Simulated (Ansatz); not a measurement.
**TiCo: density, localisation and related maps**

```
CELL_PARAMETERS angstrom
2.98611 0.00000 0.00000
0.00000 2.98611 0.00000
0.00000 0.00000 2.98611
ATOMIC_POSITIONS crystal
Co 0.50000 0.50000 0.50000
Ti 0.00000 0.00000 0.00000
```

Space group Pm-3m; a structure from a database of computed crystals, not necessarily the ambient phase; spin-polarised.

The calculation used Ansatz 0.2.0, Kohn-Sham DFT of a periodic cell, PBE, Ansatz PAW.

In a PAW calculation such maps are meaningful between the atoms, not at the nuclei.

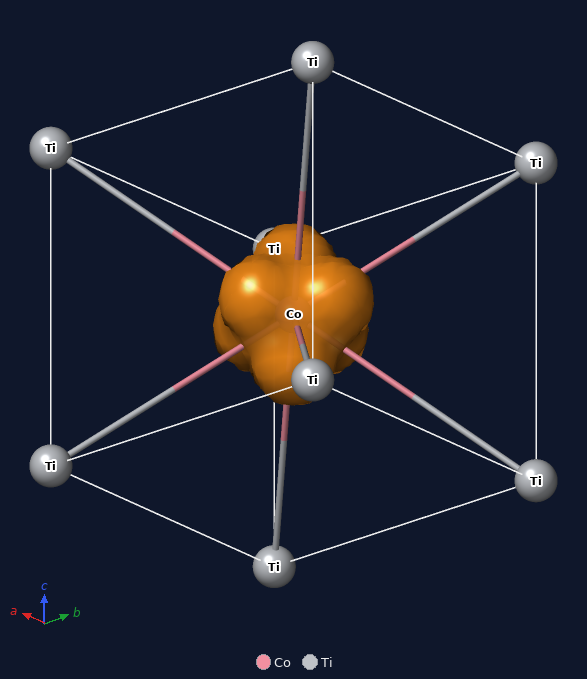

Figure 1. Isosurface of the spin density at +0.15 e/Å³ (orange), seen at an oblique angle. Sticks mark near contacts.

Question: Which atoms carry the moments, and with what signs?

Answer: The spin density sits on Co: +0.9 μB in one cell of 2 atoms: parallel main moments, as they must be, since the calculation's own cell holds one magnetic site. The cell of the calculation (2 atoms) carries 0.8 μB of net spin moment.

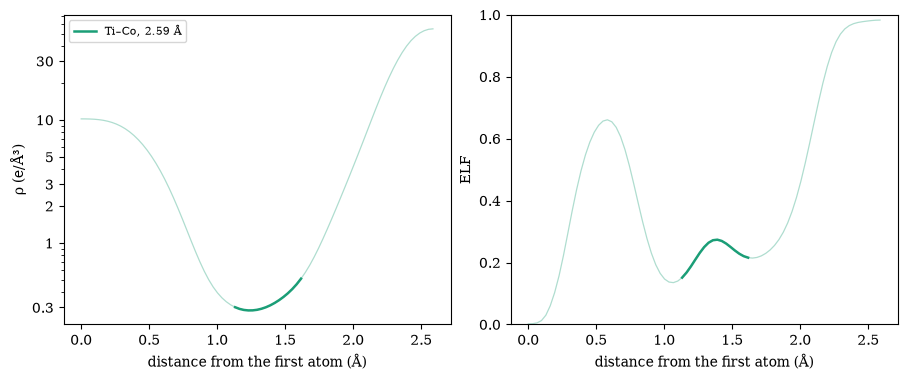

Figure 2. Valence electron density and ELF along straight lines between neighbouring atoms. Thin, pale parts lie inside the atomic spheres.

Question: What can be read from the curves?

Answer: Ti–Co (2.59 Å): ρ at the midpoint is about 0.29 e/Å³; the ELF is about 0.25 at the midpoint (no shared electron pair shows on this line).
